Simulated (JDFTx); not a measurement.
# Energy of PbO along an even scaling of the cell

System: PbO (4 atoms in the cell).
Method: Kohn-Sham DFT of a periodic cell, PBEsol, PseudoDojo-SR-PBEsol-0.4.1-standard, no spin polarisation (JDFTx 1.7.0 (patched build)).

The 7 runs differ only in the geometry, by an even scaling of the cell at fixed fractional positions. The structure derives from an entry of the Crystallography Open Database.

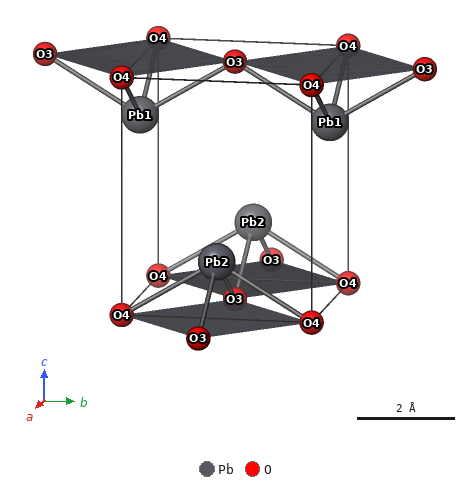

Figure 1. The structure of run 4 (polyhedral view of the cell of the calculation, seen slightly off an axis; polyhedra are completed across the faces of the cell; atoms are numbered from 1 in the order of the input). An atom can appear more than once, as a periodic image.

## Input of run 4
```
lattice \
    7.5400072373     0.0000000000     0.0000000000 \
    0.0000000000     7.5400072373     0.0000000000 \
    0.0000000000     0.0000000000     9.4675278844
coords-type Lattice
ion Pb     0.5000000000     0.0000000000     0.7600000000 1
ion Pb     0.0000000000     0.5000000000     0.2400000000 1
ion O      0.5000000000     0.5000000000     0.0000000000 1
ion O      0.0000000000     0.0000000000     0.0000000000 1

ion-species pseudo/Pb.upf
ion-species pseudo/O.upf
elec-cutoff 42 336
elec-ex-corr gga-PBEsol
kpoint-folding 7 7 6
elec-smearing Fermi 0.0018374661
elec-n-bands 27
electronic-SCF nIterations 100 energyDiffThreshold 1e-09
electronic-minimize nIterations 30 energyDiffThreshold 1e-7
forces-output-coords Cartesian

dump-name run.$VAR
dump End Ecomponents EigStats BandEigs Kpoints Forces Stress ElecDensity Dtot KEdensity
```

Command:
```bash
jdftx -c 1 -i PbO.in -o PbO.out
```

Lattice vectors (Å) and fractional positions of run 4:
```
   3.990000    0.000000    0.000000
   0.000000    3.990000    0.000000
   0.000000    0.000000    5.010000
Pb  0.500000  0.000000  0.760000
Pb  0.000000  0.500000  0.240000
O   0.500000  0.500000  0.000000
O   0.000000  0.000000  0.000000
```

Run 5 differs from it as follows:
```diff
-    7.5400072373     0.0000000000     0.0000000000 \
-    0.0000000000     7.5400072373     0.0000000000 \
-    0.0000000000     0.0000000000     9.4675278844
+    7.5899425152     0.0000000000     0.0000000000 \
+    0.0000000000     7.5899425152     0.0000000000 \
+    0.0000000000     0.0000000000     9.5302285718
```

## Results, with one run withheld

| run | volume per atom (Å³) | free energy per atom, from the lowest run given (meV) | pressure (GPa) | gap on the mesh (eV) |
| --- | --- | --- | --- | --- |
| 1 | 18.744 | 18.23 | 5.51 | 1.25 |
| 2 | 19.142 | 7.21 | 3.34 | 1.29 |
| 3 | 19.541 | 1.31 | 1.39 | 1.32 |
| 4 | 19.940 | 0.00 | −0.35 | 1.35 |
| 5 | 20.339 | ? | ? | ? |
| 6 | 20.738 | 9.23 | −3.29 | 1.41 |
| 7 | 21.136 | 18.95 | −4.54 | 1.43 |

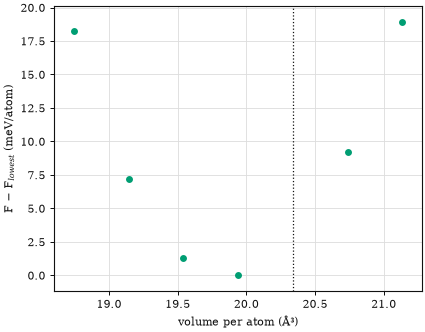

Figure 2. Free energy per atom of the runs given; the dotted line marks run 5.

Fit the runs given and predict run 5.

A cubic polynomial in V^(−2/3) (the Birch–Murnaghan form), fitted to the 6 runs given, misses them by at most 0.01 meV per atom. With x = V^(−2/3) − 0.13643 Å⁻², it reads F = −0.082729 + 100.94 x + 6.2864e+05 x² + 1.335e+06 x³ (meV per atom). At run 5 it gives 2.78 meV per atom, and the run itself gives 2.78. The slope of the fit gives a pressure −dF/dV of −1.88 GPa there, and the run prints −1.90 GPa. The fit has its minimum at 19.862 Å³ per atom, where V d²F/dV² gives 83.8 GPa. Cell shape and fractional positions are held, so this is the stiffness under even scaling; the relaxed bulk modulus wasn't computed and can be far lower in a crystal of layers, chains or molecules like this one. The gap on the mesh goes, without turning, from 1.25 eV in run 1 to 1.43 eV in run 7; run 5 has 1.38 eV. These are gaps of this functional on this mesh, which can miss the band edges; they aren't the measured gap.

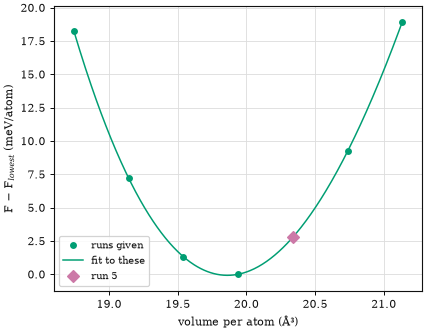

Figure 3. The fit and the withheld run.

## Some lines of the output (run 5)
```
[...]
unit cell volume = 549.01
     Etot =     -152.6943206184634789
        F =     -152.6943206207537003
	HOMO-LUMO gap: +0.050860
	Optical gap  : +0.082641 at state 36 ( [ +0.428571 +0.428571 +0.000000 ] spin 0 )
```

Notes: Spin–orbit coupling is left out, which matters for Pb.
